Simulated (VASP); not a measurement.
# Two runs on GaAs

System: GaAs (F-43m, 2 atoms in the cell).
Method of the first run: Kohn-Sham DFT of a periodic cell, LDA, spin-orbit coupling, VASP PAW LDA potentials, recommended (VASP 6.6.1).

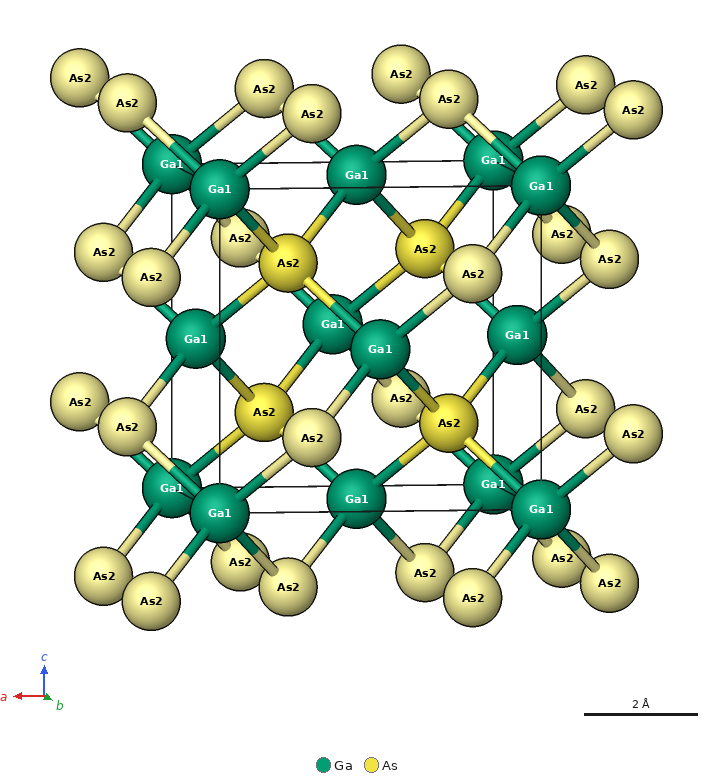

**Figure 1.** The input geometry (ball-and-stick view of the cell 4 times as large as that of the calculation, set on its symmetry axes, seen at an oblique angle; neighbours outside the cell are drawn fainter; atoms are numbered from 1 in the order of the input). Near neighbours in the crystal (not all of them lie inside the picture): Ga has 4 As at 2.50 Å; As has 4 Ga at 2.50 Å.

### INCAR, the first run
```
ALGO     = Fast           # electronic algorithm
EDIFF    = 1E-7           # SCF threshold, eV
ENCUT    = 520            # plane-wave cutoff, eV
GGA      = CA             # functional
GGA_COMPAT= False        
ISIF     = 2              # what is computed and relaxed
ISMEAR   = 0              # smearing method
LASPH    = True           # aspherical terms in the spheres
LCHARG   = True           # write CHGCAR
LORBIT   = 11             # projections on sites
LREAL    = False          # projectors in reciprocal space
LSORBIT  = True           # spin-orbit coupling
LVHAR    = True         
LWAVE    = False          # write WAVECAR
MAGMOM   = 0 0 0 0 0 0    # initial moments
NBANDS   = 30             # bands
NELM     = 80             # most SCF steps
PREC     = Accurate       # precision mode
SIGMA    = 0.02           # smearing width, eV
```

### KPOINTS, the first run
```
k-points
0
Gamma
  8 8 8
```

### POSCAR, the first run
```
GaAs
1.0
    0.0000000000      2.8909699827      2.8909699827
    2.8909699827      0.0000000000      2.8909699827
    2.8909699827      2.8909699827      0.0000000000
Ga As
1 1
Direct
    0.0000000000      0.0000000000      0.0000000000
    0.2500000000      0.2500000000      0.2500000000
```

Command:
```bash
cat potpaw_LDA.64/Ga_d/POTCAR potpaw_LDA.64/As/POTCAR > POTCAR
mpirun -np 1 vasp_ncl > vasp.out
```

Hardware: 1 thread of Intel Xeon (Sapphire Rapids), 256 GiB of memory available, shared host.

### OSZICAR and lines of OUTCAR (the first run)
```
N       E                     dE             d eps       ncg     rms          rms(c)
DAV:   1     0.129081456402E+03    0.12908E+03   -0.83244E+03  2858   0.163E+03
DAV:   2     0.797126948187E+01   -0.12111E+03   -0.11426E+03  2752   0.439E+02
DAV:   3    -0.916174173248E+01   -0.17133E+02   -0.16896E+02  3076   0.116E+02
DAV:   4    -0.977344957344E+01   -0.61171E+00   -0.61051E+00  3116   0.238E+01
DAV:   5    -0.978433573954E+01   -0.10886E-01   -0.10885E-01  2966   0.313E+00    0.277E+00
RMM:   6    -0.961714161288E+01    0.16719E+00   -0.15915E-01  3852   0.376E+00    0.160E+00
RMM:   7    -0.958316619639E+01    0.33975E-01   -0.63297E-02  3609   0.138E+00    0.558E-01
RMM:   8    -0.957990932847E+01    0.32569E-02   -0.10888E-02  3857   0.102E+00    0.901E-02
RMM:   9    -0.957991716738E+01   -0.78389E-05   -0.15741E-03  4056   0.389E-01    0.697E-02
RMM:  10    -0.957995429643E+01   -0.37129E-04   -0.30593E-04  4352   0.162E-01    0.504E-02
RMM:  11    -0.957996672456E+01   -0.12428E-04   -0.28070E-05  3824   0.531E-02    0.143E-02
RMM:  12    -0.957996548213E+01    0.12424E-05   -0.83076E-06  4063   0.245E-02    0.343E-03
RMM:  13    -0.957996557354E+01   -0.91408E-07   -0.12299E-06  4126   0.975E-03    0.917E-04
RMM:  14    -0.957996555948E+01    0.14057E-07   -0.27186E-07  3439   0.523E-03
   1 F= -.95799656E+01 E0= -.95799435E+01  d E =-.440773E-04  mag=    -0.0000     0.0000     0.0000
[... from OUTCAR:]
  free energy    TOTEN  =        -9.57996556 eV
  energy without entropy =       -9.57992148  energy(sigma->0) =       -9.57994352
 E-fermi :   3.2933     XC(G=0):  -9.6186     alpha+bet : -9.1351
  free  energy   TOTEN  =        -9.5799655595 eV
  energy  without entropy=       -9.5799214822  energy(sigma->0) =       -9.57994352
```

For the second run the input was changed thus:
```diff
-GGA      = CA             # functional
+GGA      = PE             # functional
```

Predict how the results change.

The total energies belong to different methods, so their difference says nothing on which is more stable or more accurate. The pressure goes from −5.34 to −0.88 GPa. The functional changes from LDA to PBE. Along LDA, PBEsol, PBE and RPBE the binding weakens and the preferred volume grows, so the same cell is under more pressure with the later ones. The SCF takes 15 iterations against 14.

### OSZICAR and lines of OUTCAR (the second run)
```
N       E                     dE             d eps       ncg     rms          rms(c)
DAV:   1     0.129793133601E+03    0.12979E+03   -0.83173E+03  2850   0.164E+03
DAV:   2     0.904497013012E+01   -0.12075E+03   -0.11382E+03  2740   0.439E+02
DAV:   3    -0.783458964916E+01   -0.16880E+02   -0.16646E+02  3068   0.115E+02
DAV:   4    -0.842421059894E+01   -0.58962E+00   -0.58853E+00  3126   0.234E+01
DAV:   5    -0.843437379640E+01   -0.10163E-01   -0.10162E-01  2904   0.304E+00    0.271E+00
RMM:   6    -0.830131606769E+01    0.13306E+00   -0.16049E-01  3900   0.368E+00    0.159E+00
RMM:   7    -0.828590987694E+01    0.15406E-01   -0.65536E-02  3621   0.138E+00    0.589E-01
RMM:   8    -0.828648240054E+01   -0.57252E-03   -0.11654E-02  3878   0.110E+00    0.985E-02
RMM:   9    -0.828684986290E+01   -0.36746E-03   -0.22686E-03  3844   0.463E-01    0.711E-02
RMM:  10    -0.828695265262E+01   -0.10279E-03   -0.43497E-04  4250   0.198E-01    0.462E-02
RMM:  11    -0.828703009797E+01   -0.77445E-04   -0.12512E-04  3381   0.902E-02    0.195E-02
RMM:  12    -0.828702809282E+01    0.20051E-05   -0.22393E-05  4211   0.441E-02    0.202E-03
RMM:  13    -0.828702883171E+01   -0.73889E-06   -0.50946E-06  3902   0.178E-02    0.205E-03
RMM:  14    -0.828702886829E+01   -0.36574E-07   -0.10296E-06  3897   0.105E-02    0.512E-04
RMM:  15    -0.828702890979E+01   -0.41505E-07   -0.20088E-07  3076   0.429E-03
   1 F= -.82870289E+01 E0= -.82870069E+01  d E =-.440773E-04  mag=    -0.0000    -0.0000     0.0000
[... from OUTCAR:]
  free energy    TOTEN  =        -8.28702891 eV
  energy without entropy =       -8.28698483  energy(sigma->0) =       -8.28700687
 E-fermi :   3.4295     XC(G=0):  -9.2877     alpha+bet : -9.1033
  free  energy   TOTEN  =        -8.2870289098 eV
  energy  without entropy=       -8.2869848325  energy(sigma->0) =       -8.28700687
```

### The two runs side by side

```tsv
quantity	the first run	the second run
outcome	converged	converged
free energy per atom (eV)	−4.7900	−4.1435
gap on the mesh (eV)	0.00	0.00
pressure (GPa)	−5.34	−0.88
largest force (eV/Å)	0.000	0.000
SCF iterations	14	15
irreducible k-points	43	43
net moment of the cell (μB)	0.00	0.00
plane waves at Γ	2632	2632
```

For the first run: The cell is under a tension of 5.3 GPa at this level, so it is not at its equilibrium volume.
